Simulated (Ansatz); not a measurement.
Run report: Ge, geometry relaxation (part 2 of 2)

Continued. System: Ge (P4₃2₁2, 12 atoms in the cell). Method: DFT r2SCAN, scalar-relativistic, plane waves, PAW, no spin polarisation (Ansatz 0.2.0); cutoff 500 eV, 6×6×4 k-mesh, Gaussian smearing of 0.02 eV. The structure derives from an entry of the Crystallography Open Database. It belongs to a series of runs on one base structure; here: volume × 0.94, shape and atoms relaxed.

Geometry of the input (Å; fractional positions):
```
5.8390  0.0000  0.0000
0.0000  5.8390  0.0000
0.0000  0.0000  6.9165
Ge 0.0863  0.0863  0.0000
Ge 0.4137  0.5863  0.7500
Ge 0.9137  0.9137  0.5000
Ge 0.5863  0.4137  0.2500
Ge 0.1706  0.3725  0.2486
Ge 0.1275  0.6706  -0.0014
Ge 0.8294  0.6275  0.7486
Ge 0.8725  0.3294  0.4986
Ge 0.6706  0.1275  0.0014
Ge 0.6275  0.8294  0.2514
Ge 0.3294  0.8725  0.5014
Ge 0.3725  0.1706  0.7514
```

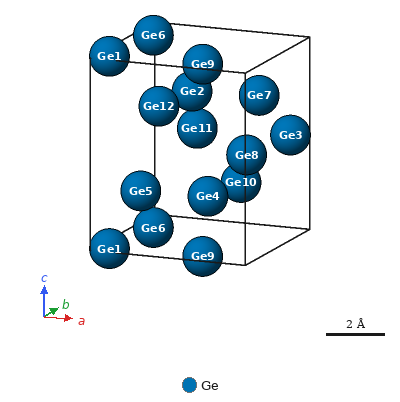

Figure 1. The geometry at step 3 of the log (spheres-only view of the cell of the calculation, seen slightly off an axis; atoms are numbered from 1 in the order of the input).

## What the program printed, continued
```
relax step   5: F+E_penalty+E_count = -51632.55351226 eV  Δ(F+E_penalty+E_count) = -2.655e-6 eV  max|allowed force component| = 2.596e-3 eV/Å  Δτ_max = 0.0000 Å  P = +4.369 GPa  Ω = 235.810 Å³  fix = [volume]  reactions: volume +4.369 GPa  stress off target by 5.21e-3 GPa on what of the cell is left free  SCF on the basis re-selected at this cell (its energy is not comparable with the rows above)  (4 SCF iters)
basis re-selected at this cell: Δ(F+E_penalty+E_count) = -2.655e-6 eV, ΔP = +0.000 GPa vs the last step (what re-selecting the basis moved, of the pressure what is left beyond the Pulay correction that the steps carried, after the strain that the cell walked since its last selection, with what the two solves' SCF thresholds leave and, on support functions, any second-order correction that the steps lacked; it is no measure of the basis error at this ecutwfc). This SCF's stress stands 5.21e-3 GPa from its target on what of the cell is left free (relax.cell.stress_tol is 1.00e-1 GPa) and its largest allowed force component is 2.60e-3 eV/Å (relax.f_tol is 1.00e-2 eV/Å): within both
SCF converged after 4 iterations
Free energy (F): -51632.553512 eV
Harris-Foulkes:  -51632.553512 eV  (|F-HF|=2.04e-10)
Internal energy: -51632.553512 eV  (E = F + TS)
E sigma→0 (E₀):  -51632.553512 eV
Fermi energy:    10.126685 eV
--- Per-component energies (eV) ---
  E_band       = -1600.280218
  E_kinetic    = 1339.332318
  E_local      = -27443.224696  (includes V_loc(G=0)·N_el)
  E_nonlocal   = 5035.502387
  E_hartree    = 12069.248493
  E_xc         = -833.818667
  E_vxc        = -820.470672  (∫ρ·V_xc dr)
  E_paw        = -24402.980030  (= ΣΔE_a)
  E_vpaw       = -3895.402102  (= ΣTr[D̂ρ^β])
  E_aug_tail   = 0.000192  (compensation charges beyond the density's cutoff)
  E_vtau       = 45.484130  (kinetic-family band-sum trace: ∫τ·v_τ [+ j·A + Jᵃ·Aᵃ] dr)
  E_ewald      = -17383.584322
  E_core_change = -13.029189  (= ΣΔE_core)
  E_smearing   = -0.000000  (= −TS)
  E_closure    = -0.000000  (closes the sum)
  Σ components = -51632.553512   (vs F -51632.553512, Δ=0.00e0)
--- Forces (eV/Å), atoms counted from 1 ---
  atom   1  Ge    -0.00259561    -0.00259561     0.00000000
  atom   2  Ge     0.00259561    -0.00259561     0.00000000
  atom   3  Ge     0.00259561     0.00259561     0.00000000
  atom   4  Ge    -0.00259561     0.00259561     0.00000000
  atom   5  Ge     0.00106021     0.00233308     0.00121809
  atom   6  Ge    -0.00233308     0.00106021     0.00121809
  atom   7  Ge    -0.00106021    -0.00233308     0.00121809
  atom   8  Ge     0.00233308    -0.00106021     0.00121809
  atom   9  Ge     0.00106021    -0.00233308    -0.00121809
  atom  10  Ge    -0.00233308    -0.00106021    -0.00121809
  atom  11  Ge    -0.00106021     0.00233308    -0.00121809
  atom  12  Ge     0.00233308     0.00106021    -0.00121809
  max |Σ_I F_I| component: 3.56e-17 eV/Å
--- Stress (GPa, compression-positive) ---
        4.365981       0.000000       0.000000
        0.000000       4.365981       0.000000
        0.000000       0.000000       4.373797
  P = ⅓ Tr σ = 4.3686 GPa (43.686 kbar)
--- Band table (eV; the first three rows and the last of 30) ---
  k-point 0: bands = ["-15.3110", "-15.2766", "-15.2766", "-15.2520", "-15.2520", "-15.2512", "-15.2511", "-15.2289", "-15.2289", "-15.2260", "-15.2195", "-15.2189", "-15.2172", "-15.1920", "-15.1714", "-15.1702", "-15.1702", "-15.1423", "-15.1390", "-15.1390", "-15.1306", "-15.1306", "-15.1299", "-15.1269", "-15.0995", "-15.0936", "-15.0936", "-15.0911", "-15.0855", "-15.0603", "-15.0603", "-15.0528", "-15.0463", "-15.0383", "-15.0383", "-15.0270", "-15.0189", "-15.0189", "-15.0157", "-15.0138", "-15.0097", "-14.9834", "-14.9834", "-14.9822", "-14.9616", "-14.9616", "-14.9498", "-14.9498", "-14.9383", "-14.9291", "-14.9238", "-14.9150", "-14.9078", "-14.9063", "-14.9063", "-14.9006", "-14.8937", "-14.8566", "-14.8566", "-14.8408", "-3.6947", "-1.0112", "-1.0112", "-0.0583", "0.5772", "0.5772", "0.6273", "3.1037", "3.5731", "3.5731", "3.6815", "4.2170", "5.4743", "5.7391", "5.7391", "6.1785", "6.2667", "6.6414", "6.6414", "7.7283", "8.5191", "8.5804", "8.5804", "9.4261", "11.4355", "11.7072", "11.7072", "12.5673", "13.5385", "13.8060", "13.9546", "14.3401", "14.4819", "14.4819", "15.0992", "15.0992", "16.1958", "16.3412", "16.7729", "16.7729", "16.9958"]
  k-point 1: bands = ["-15.3101", "-15.2932", "-15.2605", "-15.2503", "-15.2501", "-15.2499", "-15.2495", "-15.2343", "-15.2337", "-15.2280", "-15.2270", "-15.2266", "-15.1953", "-15.1834", "-15.1685", "-15.1682", "-15.1666", "-15.1505", "-15.1435", "-15.1413", "-15.1320", "-15.1265", "-15.1264", "-15.1243", "-15.1069", "-15.1065", "-15.0933", "-15.0861", "-15.0757", "-15.0711", "-15.0637", "-15.0542", "-15.0501", "-15.0404", "-15.0311", "-15.0296", "-15.0236", "-15.0169", "-15.0152", "-15.0115", "-15.0013", "-14.9889", "-14.9821", "-14.9801", "-14.9631", "-14.9517", "-14.9504", "-14.9429", "-14.9427", "-14.9334", "-14.9309", "-14.9206", "-14.9094", "-14.9075", "-14.9018", "-14.8936", "-14.8888", "-14.8649", "-14.8504", "-14.8425", "-3.5105", "-2.0966", "-0.0109", "0.0060", "0.2531", "0.7050", "1.2223", "2.3931", "3.0252", "3.8487", "4.0543", "4.0782", "4.8414", "5.1343", "6.4551", "6.6911", "6.9676", "7.1546", "7.2111", "7.4125", "8.1060", "8.5181", "8.6773", "8.6831", "11.9351", "12.0254", "12.2195", "12.5133", "12.5658", "12.7979", "12.8238", "13.3248", "14.3183", "14.9744", "15.6808", "15.8856", "16.2678", "16.6505", "16.6669", "16.6670", "16.7063"]
  k-point 2: bands = ["-15.3051", "-15.3051", "-15.2509", "-15.2509", "-15.2484", "-15.2484", "-15.2428", "-15.2428", "-15.2337", "-15.2337", "-15.2306", "-15.2306", "-15.1741", "-15.1741", "-15.1677", "-15.1677", "-15.1602", "-15.1602", "-15.1506", "-15.1506", "-15.1317", "-15.1317", "-15.1196", "-15.1196", "-15.1082", "-15.1082", "-15.0898", "-15.0898", "-15.0795", "-15.0795", "-15.0567", "-15.0567", "-15.0504", "-15.0504", "-15.0319", "-15.0319", "-15.0189", "-15.0189", "-15.0106", "-15.0106", "-14.9929", "-14.9929", "-14.9818", "-14.9818", "-14.9518", "-14.9518", "-14.9450", "-14.9450", "-14.9416", "-14.9416", "-14.9316", "-14.9316", "-14.9075", "-14.9075", "-14.8962", "-14.8962", "-14.8755", "-14.8755", "-14.8459", "-14.8459", "-2.9661", "-2.9661", "0.0979", "0.0979", "0.6594", "0.6594", "1.7179", "1.7179", "3.3143", "3.3143", "3.9826", "3.9826", "4.8661", "4.8661", "6.6682", "6.6682", "7.4445", "7.4445", "7.6156", "7.6156", "8.3567", "8.3567", "8.8469", "8.8469", "10.8368", "10.8368", "11.4747", "11.4747", "13.6357", "13.6357", "13.6711", "13.6711", "14.7445", "14.7445", "14.8832", "14.8832", "15.9251", "15.9251", "15.9890", "15.9890", "17.6106"]
  k-point 29: bands = ["-15.2842", "-15.2842", "-15.2842", "-15.2842", "-15.2436", "-15.2436", "-15.2436", "-15.2436", "-15.2031", "-15.2031", "-15.2031", "-15.2031", "-15.1835", "-15.1835", "-15.1835", "-15.1835", "-15.1475", "-15.1475", "-15.1475", "-15.1475", "-15.1242", "-15.1242", "-15.1242", "-15.1242", "-15.1016", "-15.1016", "-15.1016", "-15.1016", "-15.0655", "-15.0655", "-15.0655", "-15.0655", "-15.0355", "-15.0355", "-15.0355", "-15.0355", "-15.0046", "-15.0046", "-15.0046", "-15.0046", "-14.9856", "-14.9856", "-14.9856", "-14.9856", "-14.9642", "-14.9642", "-14.9642", "-14.9642", "-14.9320", "-14.9320", "-14.9320", "-14.9320", "-14.9145", "-14.9145", "-14.9145", "-14.9145", "-14.8765", "-14.8765", "-14.8765", "-14.8765", "-1.3585", "-1.3585", "-1.3585", "-1.3585", "-0.2085", "-0.2085", "-0.2085", "-0.2085", "5.0531", "5.0531", "5.0531", "5.0531", "6.7603", "6.7603", "6.7603", "6.7603", "8.1397", "8.1397", "8.1397", "8.1397", "8.5040", "8.5040", "8.5040", "8.5040", "11.2031", "11.2031", "11.2031", "11.2031", "11.9389", "11.9389", "11.9389", "11.9389", "14.3343", "14.3343", "14.3343", "14.3343", "15.5996", "15.5996", "15.5996", "15.5996", "16.6905"]
--- Relaxed structure (4 steps of the walk, 4 accepted, 1 SCFs on fresh bases) ---
  F+E_penalty+E_count = -51632.55351226 eV   max|allowed force component| = 2.596e-3 eV/Å   (the final SCF, on the basis selected at the relaxed cell)
  cell:  # Å, volume = 235.8099 Å³
    - [5.85453441898018, 9.101110214861396e-35, 0.0]
    - [9.101110214861396e-35, 5.85453441898018, 0.0]
    - [0.0, 0.0, 6.879822312261905]
  atoms:
    - { symbol: Ge, position: [0.08766191874505701, 0.08766191874505701, -1.3062996535986188e-21] }
    - { symbol: Ge, position: [0.412338081254943, 0.5876619187450569, 0.75] }
    - { symbol: Ge, position: [0.9123380812549431, 0.9123380812549431, 0.5] }
    - { symbol: Ge, position: [0.5876619187450569, 0.412338081254943, 0.25] }
    - { symbol: Ge, position: [0.17181228019426475, 0.3718131009135513, 0.2528352527663159] }
    - { symbol: Ge, position: [0.1281868990864487, 0.6718122801942648, 0.0028352527663159533] }
    - { symbol: Ge, position: [0.828187719805735, 0.6281868990864486, 0.7528352527663159] }
    - { symbol: Ge, position: [0.8718131009135511, 0.32818771980573525, 0.5028352527663159] }
    - { symbol: Ge, position: [0.6718122801942648, 0.1281868990864487, -0.0028352527663159533] }
    - { symbol: Ge, position: [0.6281868990864486, 0.828187719805735, 0.24716474723368403] }
    - { symbol: Ge, position: [0.32818771980573525, 0.8718131009135511, 0.49716474723368403] }
    - { symbol: Ge, position: [0.3718131009135513, 0.17181228019426475, 0.7471647472336839] }
```

## Trajectory as extended XYZ (Å, eV, eV/Å), 5 frames, from step=1 to step=5
```
12
Lattice="5.8390 0.0000 0.0000 0.0000 5.8390 0.0000 0.0000 0.0000 6.9165" Properties=species:S:1:pos:R:3:forces:R:3 step=1 energy=-51632.54272 pressure_GPa=4.85
Ge    0.5037    0.5037    0.0000   -0.0154  -0.0154   0.0000
Ge    2.4157    3.4232    5.1874    0.0154  -0.0154   0.0000
Ge    5.3352    5.3352    3.4582    0.0154   0.0154   0.0000
Ge    3.4232    2.4157    1.7291   -0.0154   0.0154   0.0000
Ge    0.9959    2.1753    1.7193    0.0034   0.0080   0.0863
Ge    0.7442    3.9154   -0.0098   -0.0080   0.0034   0.0863
Ge    4.8431    3.6637    5.1776   -0.0034  -0.0080   0.0863
Ge    5.0947    1.9236    3.4485    0.0080  -0.0034   0.0863
Ge    3.9154    0.7442    0.0098    0.0034  -0.0080  -0.0863
Ge    3.6637    4.8431    1.7389   -0.0080  -0.0034  -0.0863
Ge    1.9236    5.0947    3.4680   -0.0034   0.0080  -0.0863
Ge    2.1753    0.9959    5.1971    0.0080   0.0034  -0.0863
12
Lattice="5.8598 0.0000 0.0000 0.0000 5.8598 0.0000 0.0000 0.0000 6.8674" Properties=species:S:1:pos:R:3:forces:R:3 step=2 energy=-51632.55280 pressure_GPa=4.35
Ge    0.5101    0.5101    0.0000    0.0230   0.0230   0.0000
Ge    2.4198    3.4400    5.1505   -0.0230   0.0230   0.0000
Ge    5.3497    5.3497    3.4337   -0.0230  -0.0230   0.0000
Ge    3.4400    2.4198    1.7168    0.0230  -0.0230   0.0000
Ge    1.0061    2.1771    1.7371   -0.0070   0.0050  -0.0014
Ge    0.7529    3.9360    0.0203   -0.0050  -0.0070  -0.0014
Ge    4.8537    3.6828    5.1708    0.0070  -0.0050  -0.0014
Ge    5.1070    1.9238    3.4540    0.0050   0.0070  -0.0014
Ge    3.9360    0.7529   -0.0203   -0.0070  -0.0050   0.0014
Ge    3.6828    4.8537    1.6966   -0.0050   0.0070   0.0014
Ge    1.9238    5.1070    3.4134    0.0070   0.0050   0.0014
Ge    2.1771    1.0061    5.1303    0.0050  -0.0070   0.0014
12
Lattice="5.8522 0.0000 0.0000 0.0000 5.8522 0.0000 0.0000 0.0000 6.8854" Properties=species:S:1:pos:R:3:forces:R:3 step=3 energy=-51632.55333 pressure_GPa=4.35
Ge    0.5140    0.5140    0.0000   -0.0034  -0.0034   0.0000
Ge    2.4121    3.4401    5.1640    0.0034  -0.0034   0.0000
Ge    5.3382    5.3382    3.4427    0.0034   0.0034   0.0000
Ge    3.4401    2.4121    1.7213   -0.0034   0.0034   0.0000
Ge    1.0053    2.1765    1.7424    0.0054  -0.0057  -0.0093
Ge    0.7496    3.9313    0.0211    0.0057   0.0054  -0.0093
Ge    4.8469    3.6757    5.1851   -0.0054   0.0057  -0.0093
Ge    5.1026    1.9208    3.4638   -0.0057  -0.0054  -0.0093
Ge    3.9313    0.7496   -0.0211    0.0054   0.0057   0.0093
Ge    3.6757    4.8469    1.7003    0.0057  -0.0054   0.0093
Ge    1.9208    5.1026    3.4216   -0.0054  -0.0057   0.0093
Ge    2.1765    1.0053    5.1429   -0.0057   0.0054   0.0093
12
Lattice="5.8545 0.0000 0.0000 0.0000 5.8545 0.0000 0.0000 0.0000 6.8798" Properties=species:S:1:pos:R:3:forces:R:3 step=4 energy=-51632.55351 pressure_GPa=4.37
Ge    0.5132    0.5132    0.0000   -0.0026  -0.0026   0.0000
Ge    2.4140    3.4405    5.1599    0.0026  -0.0026   0.0000
Ge    5.3413    5.3413    3.4399    0.0026   0.0026   0.0000
Ge    3.4405    2.4140    1.7200   -0.0026   0.0026   0.0000
Ge    1.0059    2.1768    1.7395    0.0011   0.0023   0.0012
Ge    0.7505    3.9331    0.0195   -0.0023   0.0011   0.0012
Ge    4.8487    3.6777    5.1794   -0.0011  -0.0023   0.0012
Ge    5.1041    1.9214    3.4594    0.0023  -0.0011   0.0012
Ge    3.9331    0.7505   -0.0195    0.0011  -0.0023  -0.0012
Ge    3.6777    4.8487    1.7005   -0.0023  -0.0011  -0.0012
Ge    1.9214    5.1041    3.4204   -0.0011   0.0023  -0.0012
Ge    2.1768    1.0059    5.1404    0.0023   0.0011  -0.0012
12
Lattice="5.8545 0.0000 0.0000 0.0000 5.8545 0.0000 0.0000 0.0000 6.8798" Properties=species:S:1:pos:R:3:forces:R:3 step=5 energy=-51632.55351 pressure_GPa=4.37
Ge    0.5132    0.5132    0.0000   -0.0026  -0.0026   0.0000
Ge    2.4140    3.4405    5.1599    0.0026  -0.0026   0.0000
Ge    5.3413    5.3413    3.4399    0.0026   0.0026   0.0000
Ge    3.4405    2.4140    1.7200   -0.0026   0.0026   0.0000
Ge    1.0059    2.1768    1.7395    0.0011   0.0023   0.0012
Ge    0.7505    3.9331    0.0195   -0.0023   0.0011   0.0012
Ge    4.8487    3.6777    5.1794   -0.0011  -0.0023   0.0012
Ge    5.1041    1.9214    3.4594    0.0023  -0.0011   0.0012
Ge    3.9331    0.7505   -0.0195    0.0011  -0.0023  -0.0012
Ge    3.6777    4.8487    1.7005   -0.0023  -0.0011  -0.0012
Ge    1.9214    5.1041    3.4204   -0.0011   0.0023  -0.0012
Ge    2.1768    1.0059    5.1404    0.0023   0.0011  -0.0012
```

## Results in brief

| quantity | value |
| --- | --- |
| outcome | converged |
| space group (tolerance 0.01 Å) | P4₃2₁2 (96) |
| electrons treated | 168 |
| free energy | −51632.5535 eV |
| Fermi energy | 10.127 eV |
| gap on the k-point mesh | 0.95 eV |
| pressure | 4.37 GPa |
| final volume | 235.81 Å³ |
| largest force (length of the vector) at the end | 0.004 eV/Å |
| final cell | a = 5.855 Å, b = 5.855 Å, c = 6.880 Å, α = 90.00°, β = 90.00°, γ = 90.00° |
| hardware | 4 threads of Intel Xeon @ 2.50GHz (Skylake/Cascade Lake), 189 GiB of memory available, shared host |
| wall time | 4.8 min (CPU time 18 min) |
| peak memory | 1.6 GiB |
